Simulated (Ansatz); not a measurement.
# Energy of Ti along a strain of the cell

System: Ti (I4/mmm, 1 atom in the cell).
Method: DFT r2SCAN, scalar-relativistic, plane waves, PAW, no spin polarisation (Ansatz 0.2.0).

The 5 runs differ only in the geometry, by a strain of the cell at fixed fractional positions. Against run 3, the strain is εxx = η and εyy = η. The structure derives from an entry of the Crystallography Open Database.

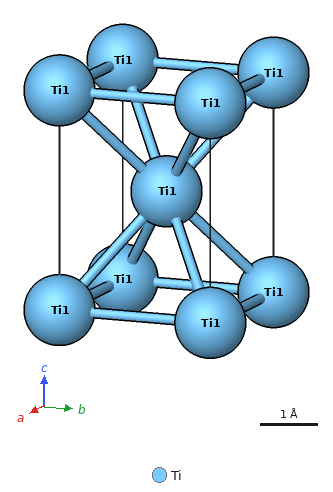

Figure 1. The structure of run 3 (ball-and-stick view of the cell 2 times as large as that of the calculation, set on its symmetry axes, seen slightly off an axis; atoms are numbered from 1 in the order of the input). An atom can appear more than once, as a periodic image.

### Input of run 3
```yaml
crystal:
  lattice:
    - [0.0, 2.03, 1.9691]
    - [2.03, 0.0, 1.9691]
    - [2.03, 2.03, 0.0]
  atoms:
    - { symbol: Ti, position: [0.0, 0.0, 0.0] }
basis:
  ecutwfc: 500
kpoints:
  mp_grid: { grid: [20, 20, 20] }
hamiltonian:
  xc: r2scan
scf:
  occupations: { method: gaussian, width: 0.15 }
output:
  forces: true
  stress: true
  eigenvalues: true
```

Command:
```bash
ansatz run input.yaml --threads 1 --pin off --max-ram 2560MiB --backend cpu --events-out ev --progress --plain --runs-dir out
```

Lattice vectors (Å) and fractional positions of run 3:
```
   0.000000    2.030000    1.969100
   2.030000    0.000000    1.969100
   2.030000    2.030000    0.000000
Ti  0.000000  0.000000  0.000000
```

Run 4 differs from it as follows:
```diff
-    - [0.0, 2.03, 1.9691]
-    - [2.03, 0.0, 1.9691]
-    - [2.03, 2.03, 0.0]
+    - [0.0, 2.06045, 1.9691]
+    - [2.06045, 0.0, 1.9691]
+    - [2.06045, 2.06045, 0.0]
```

### Results, with one run withheld

```tsv
run	strain parameter η (%)	free energy per atom, from the lowest run given (meV)	pressure (GPa)
1	−3.0000	100.48	17.58
2	−1.5000	55.82	12.76
3	0.0000	24.80	8.40
4	1.5000	?	?
5	3.0000	0.00	0.91
```

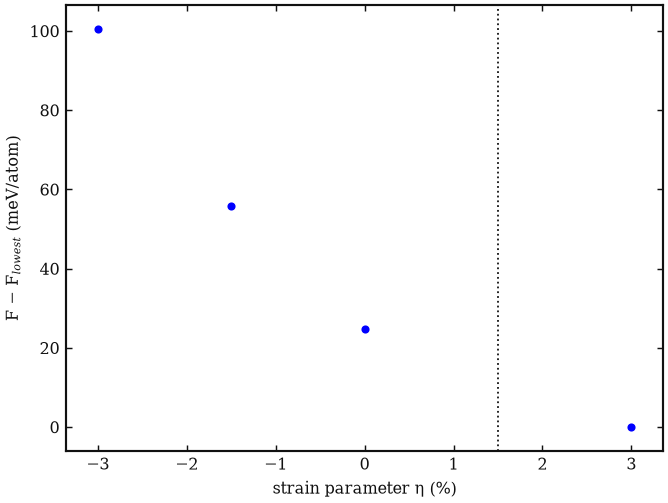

Figure 2. Free energy per atom of the runs given; the dotted line marks run 4.

Estimate the energy of run 4 from the others.

A quadratic polynomial in the coordinate, fitted to the 4 runs given, misses them by at most 0.27 meV per atom. With x = η + 0.3750, it reads F = 31.271 − 18.858 x + 2.8453 x² (meV per atom). At run 4 it gives 5.92 meV per atom, and the run itself gives 6.47. The fit has its minimum at η = 2.9389 %. The miss comes from the order of the polynomial or from scatter in that run; these data can't tell which.

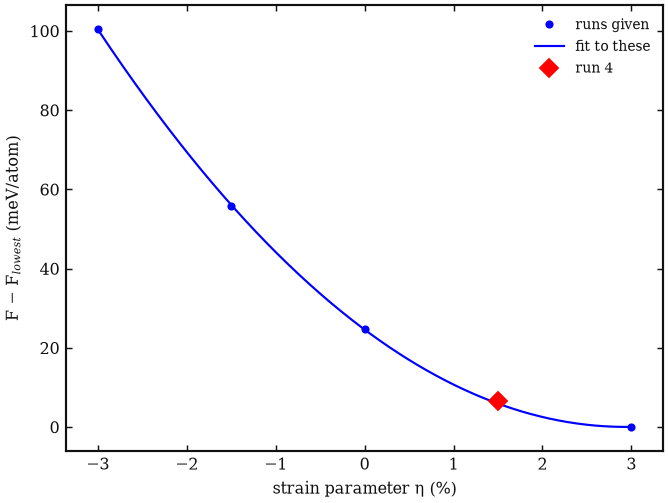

Figure 3. The fit and the withheld run.

### Output, shortened to warnings, some set-up lines, iterations and results (run 4)
```
Basis set: ecut = 500 eV, 427 PW (Γ), exchange–correlation on 96×96×96 points (64 copies of the dense FFT grid, shifted against one another)
Symmetry: 16 space group operations
k-points: 641 of 8000
Initial density: superposition of atomic densities (neutral atoms: chi_scale 0, normalization atom), corrected by the library's trained network
[...]
SCF iter   1: F=—  HF=-2504.272456 eV  |F-HF|=—  |Δ(HF+E_count)|=         —  Δρ=1.50e-2  dr2=3.37e-2  dr2_τ=9.03e-3  ethr=1.77e-3  ⟨swp⟩=4.4  Hψ=33968  notcnv=0
SCF iter   2: F=—  HF=-2504.296036 eV  |F-HF|=—  |Δ(HF+E_count)|=   2.36e-2  Δρ=4.62e-3  dr2=2.19e-3  dr2_τ=7.46e-4  ethr=2.81e-4  ⟨swp⟩=2.8  Hψ=17401  notcnv=0  defer=10
SCF iter   3: F=—  HF=-2504.295786 eV  |F-HF|=—  |Δ(HF+E_count)|=   2.50e-4  Δρ=1.78e-3  dr2=1.71e-4  dr2_τ=6.81e-5  ethr=1.82e-5  ⟨swp⟩=2.9  Hψ=10516  notcnv=0  defer=10
SCF iter   4: F=—  HF=-2504.296235 eV  |F-HF|=—  |Δ(HF+E_count)|=   4.49e-4  Δρ=1.49e-4  dr2=1.56e-6  dr2_τ=4.30e-7  ethr=1.42e-6  ⟨swp⟩=2.0  Hψ=10236  notcnv=0  defer=10
SCF iter   5: F=—  HF=-2504.296242 eV  |F-HF|=—  |Δ(HF+E_count)|=   6.49e-6  Δρ=3.16e-5  dr2=8.43e-8  dr2_τ=8.70e-9  ethr=1.30e-8  ⟨swp⟩=2.3  Hψ=9584  notcnv=0  defer=10
SCF iter   6: F=-2504.296242 eV  HF=-2504.296242 eV  |F-HF|=6.97e-9  |Δ(HF+E_count)|=   1.45e-7  Δρ=5.90e-6  dr2=3.10e-9  dr2_τ=4.53e-10  ethr=7.02e-10  ⟨swp⟩=2.1  Hψ=23237  …
SCF 1 converged in 6 iterations: F = -2504.296242 eV  dr2 = 3.10e-9
SCF converged after 6 iterations
Free energy (F): -2504.296242 eV
Harris-Foulkes:  -2504.296242 eV  (|F-HF|=6.97e-9)
Internal energy: -2504.278721 eV  (E = F + TS)
E sigma→0 (E₀):  -2504.287481 eV
Entropy (-TS):   -0.017521 eV (-17.521 meV/atom)
Fermi energy:    13.858471 eV
--- Per-component energies (eV) ---
  E_band       = -162.641140
  E_kinetic    = 273.541491
  E_local      = -788.656349  (includes V_loc(G=0)·N_el)
  E_nonlocal   = 7.445429
  E_hartree    = 324.711878
  E_xc         = -93.111219
  E_vxc        = -133.156542  (∫ρ·V_xc dr)
  E_paw        = -1056.912964  (= ΣΔE_a)
  E_vpaw       = -180.419449  (= ΣTr[D̂ρ^β])
  E_aug_tail   = 0.000083  (compensation charges beyond the density's cutoff)
  E_vtau       = 9.182081  (kinetic-family band-sum trace: ∫τ·v_τ [+ j·A + Jᵃ·Aᵃ] dr)
  E_ewald      = -1171.043611
  E_core_change = -0.253457  (= ΣΔE_core)
  E_smearing   = -0.017521  (= −TS)
  E_closure    = 0.000000  (closes the sum)
  Σ components = -2504.296242   (vs F -2504.296242, Δ=0.00e0)
--- Forces (eV/Å), atoms counted from 1 ---
  atom   1  Ti    -0.00000000     0.00000000    -0.00000000
  max |Σ_I F_I| component: 2.47e-32 eV/Å
--- Stress (GPa, compression-positive) ---
        3.975553       0.000000       0.000000
        0.000000       3.975553      -0.000000
        0.000000       0.000000       5.431163
  P = ⅓ Tr σ = 4.4608 GPa (44.608 kbar)
```
